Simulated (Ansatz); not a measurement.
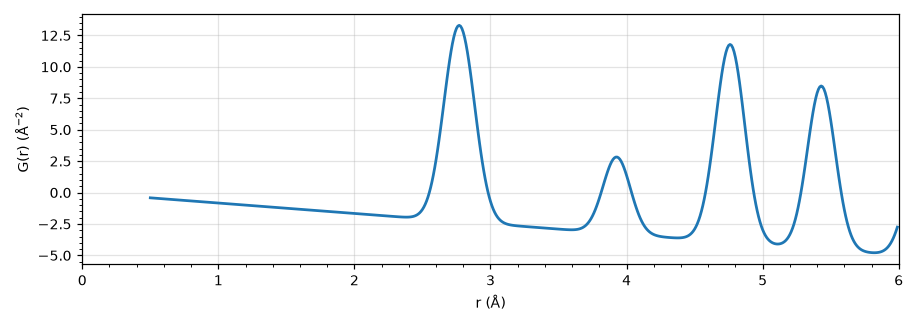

The curve is a calculated X-ray PDF: distances of the static structure, each pair weighted by the product of the atomic numbers (X-ray weights at Q = 0), broadened by Gaussians with σ = 0.10 Å.

Candidate polymorphs:

A. 
```cif
data_structure
_symmetry_space_group_name_H-M 'P6_3/mmc'
_symmetry_Int_Tables_number 194
_cell_length_a 2.7324
_cell_length_b 2.7324
_cell_length_c 4.6862
_cell_angle_alpha 90.000
_cell_angle_beta 90.000
_cell_angle_gamma 120.000
_cell_volume 30.30
loop_
_atom_site_label
_atom_site_type_symbol
_atom_site_symmetry_multiplicity
_atom_site_Wyckoff_symbol
_atom_site_fract_x
_atom_site_fract_y
_atom_site_fract_z
_atom_site_occupancy
Pt1 Pt 2 c 0.66667 0.33333 0.75000 1
```

B. 
```yaml
crystal:
  lattice:
    - [4.05108, 0.00000, 0.00000]
    - [0.00000, 4.05108, 0.00000]
    - [0.00000, 0.00000, 4.05108]
  atoms:
    - { symbol: Pt, position: [0.00000, 0.00000, 0.00000] }
    - { symbol: Pt, position: [0.00000, 0.50000, 0.50000] }
    - { symbol: Pt, position: [0.50000, 0.00000, 0.50000] }
    - { symbol: Pt, position: [0.50000, 0.50000, 0.00000] }
```

C. 
```
CELL_PARAMETERS angstrom
3.16410 0.00000 0.00000
0.00000 3.16410 0.00000
0.00000 0.00000 3.16410
ATOMIC_POSITIONS crystal
Pt 0.00000 0.00000 0.00000
Pt 0.50000 0.50000 0.50000
```

Origins: A, the input geometry of an electronic-structure calculation (not necessarily at equilibrium); the starting structure was generated, so it need not be a known form of this composition; B, the input geometry of an electronic-structure calculation (not necessarily at equilibrium); C, the input geometry of an electronic-structure calculation (not necessarily at equilibrium); the starting structure was generated, so it need not be a known form of this composition.

> Which candidate gives this PDF?

Candidate A, Pt, P6_3/mmc (first clear peaks at 2.77 Å (Pt–Pt) and 3.93 Å (Pt–Pt)). The others: C would give first clear peaks at 2.74 Å (Pt–Pt) and 3.16 Å (Pt–Pt); B would give first clear peaks at 2.86 Å (Pt–Pt) and 4.05 Å (Pt–Pt).
